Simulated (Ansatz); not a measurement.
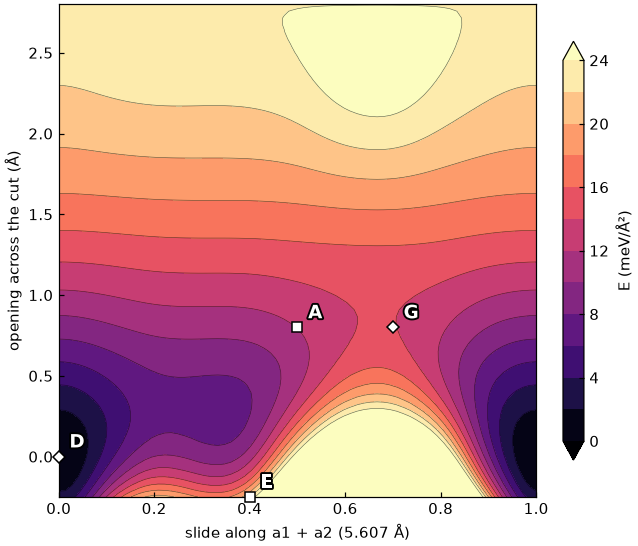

SnO₂ (R-3m, No. 166; 9 atoms in the cell). 
- Rigid slide and opening across a plane, one cut a cell; the plane is (0 0 1) of the conventional cell, and the faces at the cut hold O and O.
- First axis: slide along a1 + a2 (5.607 Å). Second axis: opening across the cut.
- Nothing is relaxed (rigid halves).
- The scan uses a 10 × 6 grid.
- Points are written as (first, second).
- All energies are given in meV/Å² relative to the lowest grid point.
- The calculation used DFT PBE+D3(BJ), scalar-relativistic, plane waves, PAW (Ansatz). Settings: cutoff 520 eV, k-mesh 9×9×2 in the order of the run's cell vectors, gaussian smearing 0.05 eV, no spin polarisation.

In the figure: filled contours, one colour for all values above the top of the scale, lettered points. Between grid points the surface is interpolated.

### Is D the lowest point of the computed grid?

Yes. D, at (0.0, 0.00 Å), has the lowest energy of the grid.

### What kind of point is each of D, G: minimum, saddle, maximum or slope?

D: minimum; G: saddle point. (In these two coordinates alone; a stationary point may lie a little off the grid point.)

### Rank the lettered points by energy, lowest first.

D (0.0 meV/Å²), A (12.1 meV/Å²), G (14.1 meV/Å²), E (22.0 meV/Å²).

PAW datasets: the set soft_1.
